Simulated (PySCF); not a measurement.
## Energy of PbTe along an even scaling of the cell

System: PbTe (Fm-3m, 2 atoms in the cell).
Method: Kohn-Sham DFT of a periodic cell in Gaussian orbitals, PBEsol, DZVP-MOLOPT-SR/GTH-PBE, no spin polarisation (PySCF 2.14.0).

The 7 runs differ only in the geometry, by an even scaling of the cell at fixed fractional positions. The structure derives from an entry of the Crystallography Open Database.

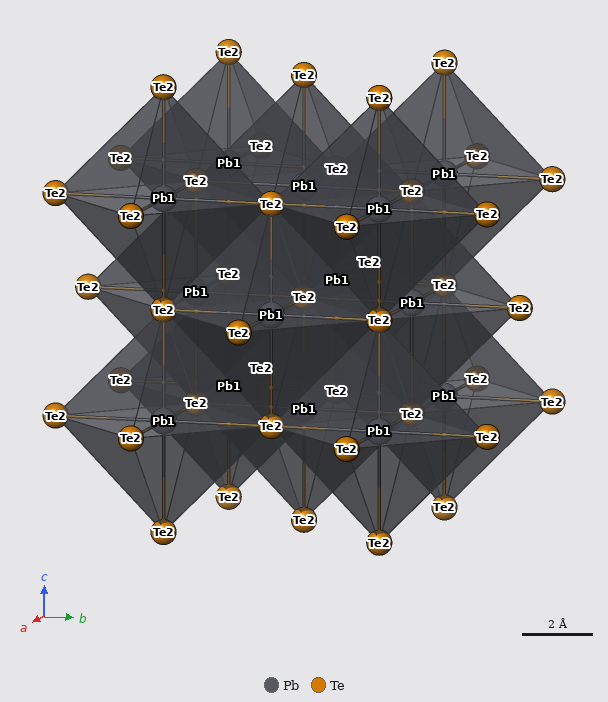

Figure 1. The structure of run 4 (polyhedral view of the cell 4 times as large as that of the calculation, set on its symmetry axes, seen slightly off an axis; polyhedra are completed across the faces of the cell; atoms are numbered from 1 in the order of the input).

**Input of run 4**
```python
import json
import numpy as np
from pyscf.pbc import gto, scf, dft, df

cell = gto.Cell()
cell.a = '''
  0.0000000000    3.2310000000    3.2310000000
  3.2310000000    0.0000000000    3.2310000000
  3.2310000000    3.2310000000    0.0000000000'''
cell.atom = '''
Pb   0.0000000000    0.0000000000    0.0000000000
Te   3.2310000000    3.2310000000    3.2310000000'''
cell.unit = 'A'
cell.basis = {'Pb': 'DZVP-MOLOPT-SR-GTH-q4', 'Te': 'DZVP-MOLOPT-SR-GTH-q6'}
cell.pseudo = {'Pb': 'GTH-PBE-q4', 'Te': 'GTH-PBE-q6'}
cell.ke_cutoff = 58  # hartree
cell.exp_to_discard = 0.02
cell.precision = 1e-08
cell.space_group_symmetry = True
cell.symmorphic = False
cell.max_memory = 2940  # MB
cell.verbose = 4
cell.build()

res = {}
kpts = cell.make_kpts([7, 7, 7], space_group_symmetry=True, time_reversal_symmetry=True)
cell.space_group_symmetry = False  # the mesh holds the operations; no search on the supercells of the integral code
mf = dft.KRKS(cell, kpts, xc='pbesol')
mf = mf.multigrid_numint()
mf = mf.smearing(sigma=0.00183747, method='fermi')  # hartree
mf.conv_tol = 1e-07
mf.max_cycle = 60

mf.kernel()
res.update(converged=bool(mf.converged), e_tot=mf.e_tot, nelec=cell.nelectron, nao=cell.nao, mesh=list(map(int, cell.mesh)), a=cell.lattice_vectors().tolist(), coords=cell.atom_coords().tolist(),
           mo_energy=[np.real(x).tolist() for x in mf.mo_energy], mo_occ=[np.real(x).tolist() for x in mf.mo_occ])
res.update(e_free=mf.e_free, e_zero=mf.e_zero)
res.update(kpts=kpts.kpts_scaled_ibz.tolist(), weights=kpts.weights_ibz.tolist())
res['parts'] = {k: float(np.real(v)) for k, v in mf.scf_summary.items() if np.isscalar(v)}
json.dump(res, open('results.json', 'w'))
if not mf.converged:
    raise SystemExit('SCF not converged')

print('levels (eV)')
for i, kp in enumerate(res['kpts'][:40]):
    print('k %7.4f %7.4f %7.4f  ' % tuple(kp), ' '.join('%.3f' % (x * 27.211386) for x in res['mo_energy'][i][:10]))

mf = mf.to_khf()  # unfold to the whole mesh
kpts = mf.kpts
# Mulliken populations
dm, s = np.asarray(mf.make_rdm1()), np.asarray(mf.get_ovlp())
sites = cell.aoslice_by_atom()[:, 2:]
tot = np.einsum('kij,kji->i', dm, s).real / len(kpts)
res['mulliken'] = [cell.atom_charge(i) - tot[a0:a1].sum() for i, (a0, a1) in enumerate(sites)]
print('Mulliken charges', np.round(res['mulliken'], 5))

# density of states, Gaussians of 0.15 eV
e = np.asarray(mf.mo_energy).real.reshape(1, -1) * 27.211386
ef = mf.get_fermi()
ef = np.max(ef) * 27.211386
x = np.arange(-15, 10.01, 0.1) + round(ef, 1)
dos = np.exp(-((x[:, None, None] - e) / 0.15) ** 2 / 2).sum(-1).T / (0.15 * np.sqrt(2 * np.pi) * len(kpts)) * 2
res.update(dos_e=x.tolist(), dos=dos.tolist())
for a, b in zip(x[::5], dos.T[::5]):
    print('%8.2f' % a, ' '.join('%9.4f' % y for y in b))

# density on a uniform mesh
grids = dft.gen_grid.UniformGrids(cell)
grids.mesh = [25, 25, 25]
grids.build()
ni = dft.numint.KNumInt()
rho = [ni.get_rho(cell, x, grids, kpts) for x in [dm]]
np.save('rho.npy', np.reshape(rho, (-1, *grids.mesh)))
res['done'] = True
json.dump(res, open('results.json', 'w'))
```

Command:
```bash
OMP_NUM_THREADS=2 python -u run.py > log
```

Run 6 has the same physical settings and fractional positions; its lattice vectors (Å) are:
```
   0.000000    3.273518    3.273518
   3.273518    0.000000    3.273518
   3.273518    3.273518    0.000000
```

**Results, with one run withheld**

```tsv
run	volume per atom (Å³)	free energy per atom, from the lowest run given (meV)	gap on the mesh (eV)
1	31.706	35.27	0.88
2	32.380	19.56	0.90
3	33.055	8.78	0.93
4	33.730	2.41	0.95
5	34.404	0.00	0.97
6	35.079	?	?
7	35.753	5.49	1.01
```

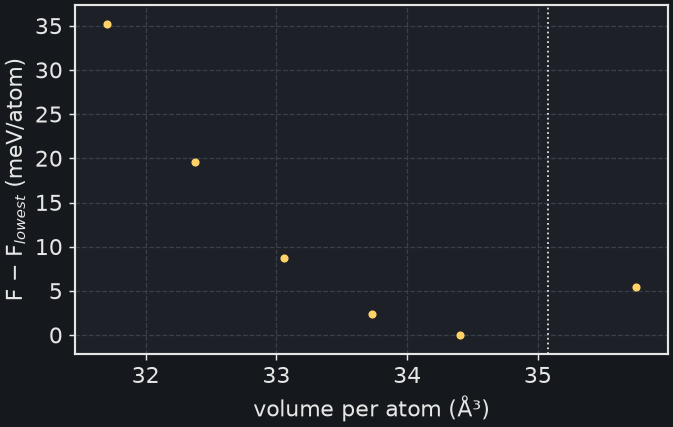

Figure 2. Free energy per atom of the runs given; the dotted line marks run 6.

Estimate the energy of run 6 from the others.

A cubic polynomial in V^(−2/3) (the Birch–Murnaghan form), fitted to the 6 runs given, misses them by at most 0.01 meV per atom. With x = V^(−2/3) − 0.09630 Å⁻², it reads F = 4.4301 + 4569.1 x + 1.174e+06 x² + 3.3134e+06 x³ (meV per atom). At run 6 it gives 1.16 meV per atom, and the run itself gives 1.15. The fit has its minimum at 34.512 Å³ per atom, where V d²F/dV² gives 42.4 GPa: the bulk modulus at this level, since symmetry fixes the shape and the positions. The gap on the mesh goes, without turning, from 0.88 eV in run 1 to 1.01 eV in run 7; run 6 has 0.99 eV. These are gaps of this functional on this mesh, which can miss the band edges; they aren't the measured gap.

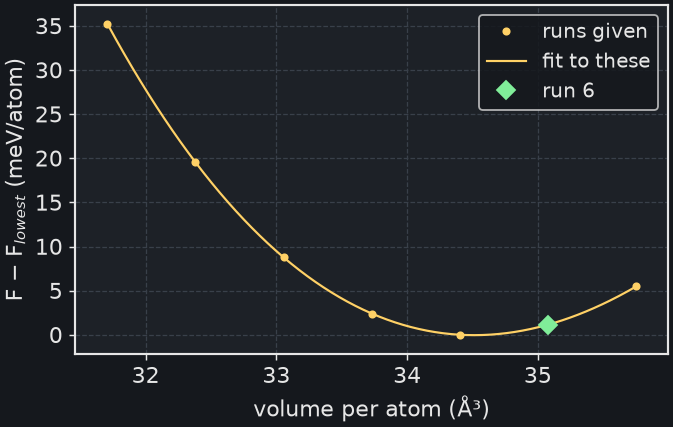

Figure 3. The fit and the withheld run.

**Output, shortened to warnings, some set-up lines, iterations and results (run 6)**
```
k-points in IBZ                         weights
[...]
cycle= 1 E= -11.7381042326809  delta_E= -0.148  |g|= 0.269  |ddm|=  9.7
cycle= 2 E= -11.7369725731875  delta_E= 0.00113  |g|=  0.3  |ddm|= 1.97
cycle= 3 E= -11.7408071234356  delta_E= -0.00383  |g|= 0.0162  |ddm|=  1.1
cycle= 4 E= -11.7408205980176  delta_E= -1.35e-05  |g|= 0.000431  |ddm|= 0.0687
cycle= 5 E= -11.7408206054642  delta_E= -7.45e-09  |g|= 4.43e-06  |ddm|= 0.00155
    sigma = 0.00183747  Optimized mu = 0.182404689491  entropy = 6.68206763451e-05
nelec by numeric integration = 9.999999999999993
    Total E(T) = -11.7408206054683  Free energy = -11.7408207282493  E0 = -11.7408206668588
Extra cycle  E= -11.7408206054683  delta_E= -4.08e-12  |g|= 5.85e-06  |ddm|= 3.53e-05
converged SCF energy = -11.7408206054683
levels (eV)
k  0.0000  0.0000  0.0000   -7.088 -1.055 3.406 3.406 3.406 8.701 8.701 8.701 10.496 10.496
k  0.5714  0.5714  0.0000   -5.717 -2.626 0.580 2.011 2.011 7.956 9.928 9.928 10.548 14.620
k  0.5714  0.5714  0.5714   -5.879 -3.617 3.713 3.713 4.456 5.447 5.961 5.961 13.182 14.590
k  0.7143  0.7143 -0.0000   -6.305 -2.358 2.432 2.432 2.591 7.760 8.582 9.271 9.271 13.803
k  0.7143  0.7143  0.2857   -5.560 -3.363 1.045 2.607 2.804 7.717 7.840 9.781 10.416 14.315
k  0.7143  0.7143  0.4286   -5.715 -3.380 1.298 3.220 3.531 6.695 6.767 9.643 12.732 12.869
k  0.7143  0.7143  0.7143   -6.468 -2.622 3.553 3.553 4.052 6.384 6.741 6.741 11.661 12.330
k  0.8571  0.4286  0.4286   -5.567 -2.874 0.381 2.108 2.176 8.318 9.302 9.526 10.923 15.837
k  0.8571  0.5714  0.2857   -5.481 -3.294 0.843 1.450 3.953 6.480 9.337 10.173 11.005 12.500
k  0.8571  0.5714  0.4286   -5.603 -3.034 0.813 1.579 3.128 7.676 8.836 10.155 10.372 14.438
k  0.8571  0.5714  0.5714   -5.897 -2.833 1.523 2.327 2.415 8.388 8.876 8.957 9.345 15.287
k  0.8571  0.7143  0.4286   -5.666 -3.390 1.664 1.988 4.074 6.093 8.324 9.080 11.156 13.341
k  0.8571  0.7143  0.5714   -6.123 -2.831 2.017 2.758 3.555 6.887 7.471 8.994 10.177 14.105
k  0.8571  0.8571 -0.0000   -6.878 -1.607 3.066 3.066 4.254 6.515 8.761 8.761 9.740 11.731
k  0.8571  0.8571  0.1429   -6.522 -2.322 2.890 2.948 3.944 6.315 8.101 8.205 9.803 13.015
k  0.8571  0.8571  0.2857   -5.968 -3.268 2.846 3.000 3.404 6.653 7.198 7.332 10.952 14.660
k  0.8571  0.8571  0.4286   -5.696 -3.674 2.381 3.388 3.784 6.152 6.392 7.742 12.781 14.004
k  0.8571  0.8571  0.5714   -6.153 -3.026 2.286 3.826 4.374 5.751 6.086 8.436 11.678 12.355
k  0.8571  0.8571  0.7143   -6.669 -2.127 2.691 3.814 4.242 6.394 6.688 8.744 10.933 11.159
k  0.8571  0.8571  0.8571   -6.930 -1.549 3.439 3.439 3.638 7.733 7.919 7.919 10.785 10.972
Mulliken charges [ 0.24483 -0.24483]
```

Notes: Spin–orbit coupling is left out, which matters for Pb.
